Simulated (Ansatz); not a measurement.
**CdS: density, localisation and related maps**

The calculation's input:

```
crystal:
  lattice:
    - [3.3126, 0.0, 0.0]
    - [0.0, 3.3126, 0.0]
    - [0.0, 0.0, 3.3126]
  atoms:
    - { symbol: Cd, position: [0.0, 0.0, 0.0] }
    - { symbol: S, position: [0.5, 0.5, 0.5] }
basis:
  ecutwfc: 500
kpoints:
  mp_grid: { grid: [12, 12, 12] }
hamiltonian:
  xc: r2scan
  dispersion: d3bj
scf:
  occupations: { method: fermi_dirac, width: 0.15 }
output:
  forces: true
  stress: true
  eigenvalues: true
  write_density: true
  write_potential: true
  elf: true
  volumetric_format: npy
```

Run with:

```sh
ansatz run input.yaml --threads 1 --pin off --max-ram 2560MiB --backend cpu --events-out ev --progress --plain --runs-dir out
```

Below, planes, directions and counts refer to the conventional cell (a = 3.31 Å, b = 3.31 Å, c = 3.31 Å, α = 90.00°, β = 90.00°, γ = 90.00°).

Space group Pm-3m; a generated structure, not necessarily the stable one; changed on purpose from its base cell (volume × 0.950 of the coarse rest volume); computed pressure about 4 GPa in this cell.

Computed with DFT r2SCAN+D3(BJ), scalar-relativistic, plane waves, PAW in Ansatz.

Core electrons are frozen (PAW), and the valence fields are smoothed inside the atomic spheres.

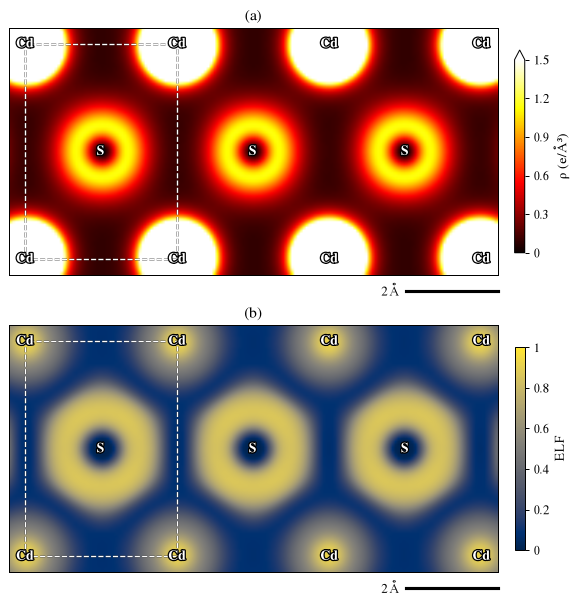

Figure 1. (a) valence pseudo-density; (b) ELF on the (101) plane of the conventional cell.

> Interpret the plot.

- The section cuts through Cd and S sites.
- Cd–S (2.87 Å): ρ is about 0.22 e/Å³ halfway; the ELF peaks at about 0.85 in the valence shell of S, 0.8 Å from its nucleus, and drops to about 0.10 between the two atoms.
- Between the atoms the lowest density in this plane is 0.09 e/Å³.
- The features right at Cd lie inside the PAW spheres, where the map follows smoothed inner orbitals and isn't to be read closely.

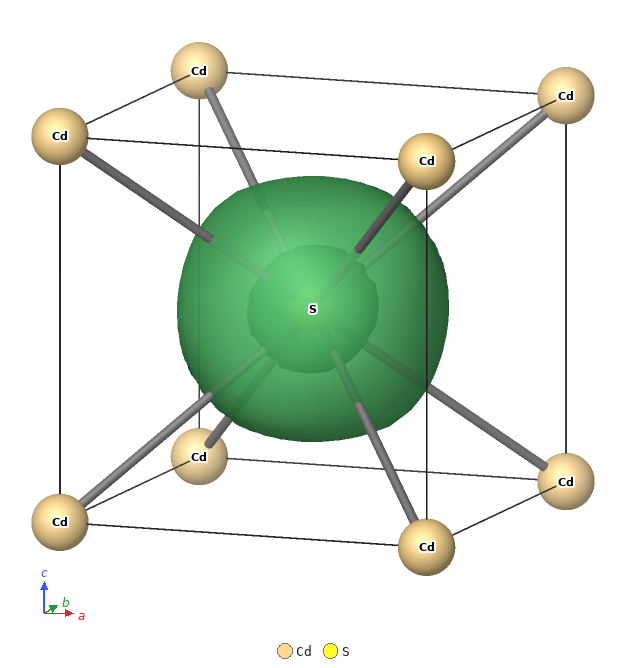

Figure 2. Isosurface of the ELF at 0.7 (green), seen slightly off an axis. Only the valence region is drawn (cores and ρ < 0.01 e/Å³ removed). Sticks mark near contacts.

> Describe the localisation domains.

At this value the surface marks out one region wrapped around S (its valence shell), counted in one cell of 2 atoms. Regions shared between cells count once.

> Metal or insulator at this level of theory?

It is gapless in this calculation (a metal or semimetal).
